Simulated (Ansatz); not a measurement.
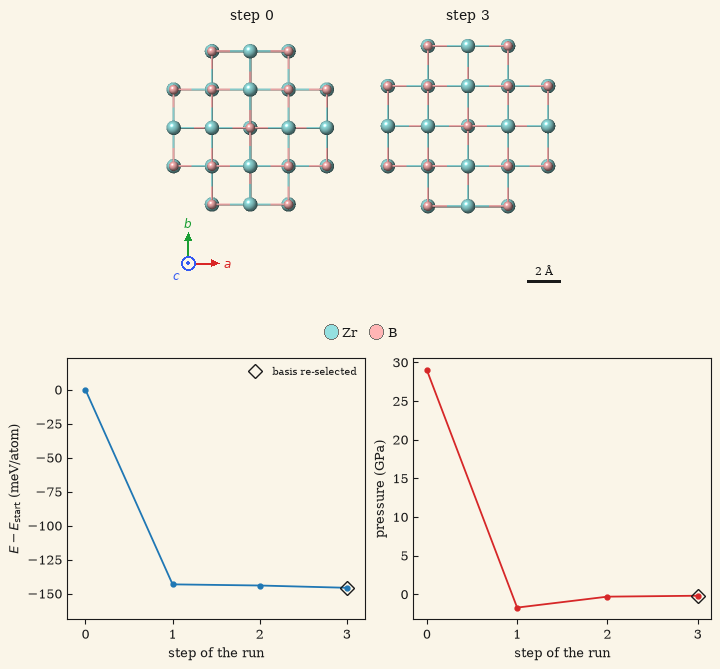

First and last geometry of a relaxation of solid ZrB (set up in Fm-3m) (coarse preliminary run), with the history of the run. A ball-and-stick model of the conventional cell (4 times the calculation's cell), seen along the c axis. Lengths and directions refer to the drawn axes.

Level of theory: DFT PBE+D3(BJ), scalar-relativistic, plane waves, PAW in Ansatz 0.2.0. Set-up: plane-wave cutoff 420 eV; k-point mesh 8 × 8 × 8; occupations gaussian; smearing width 0.1 eV; no spin polarisation; cell and atoms relaxed; force threshold 0.05 eV/Å; at most 80 steps.

Question: Read the history and describe the run.

Answer: It converged. The energy falls by 146 meV per atom in 2 accepted moves (3 points after the start). All forces vanish by symmetry, so only the cell relaxes. The pressure goes from 29.02 to −0.18 GPa. At 1 point the geometry stayed and the basis and grid were re-selected for the new cell (energy shift of 1.7 meV per atom at most each time). The atoms keep their places relative to the cell (all moves are under 0.005 Å). The drawn cell changes as follows: a = b = c 4.650 → 4.863 Å (+4.6 %); the volume changes by +14.4 %. Some distances before and after: Zr–Zr 3.288 → 3.439 Å, B–Zr 2.325 → 2.431 Å. The space group stays Fm-3m (No. 225). The run took roughly 3 core-seconds on a shared host.

```json
{"step": "0", "E − E(0), meV/atom": "0.00", "pressure, GPa": "29.02", "volume, Å³/atom": "12.568", "note": ""}
{"step": "1", "E − E(0), meV/atom": "-143.10", "pressure, GPa": "-1.71", "volume, Å³/atom": "14.497", "note": ""}
{"step": "2", "E − E(0), meV/atom": "-143.95", "pressure, GPa": "-0.30", "volume, Å³/atom": "14.374", "note": ""}
{"step": "3", "E − E(0), meV/atom": "-145.63", "pressure, GPa": "-0.18", "volume, Å³/atom": "14.374", "note": "same geometry, new basis"}
```
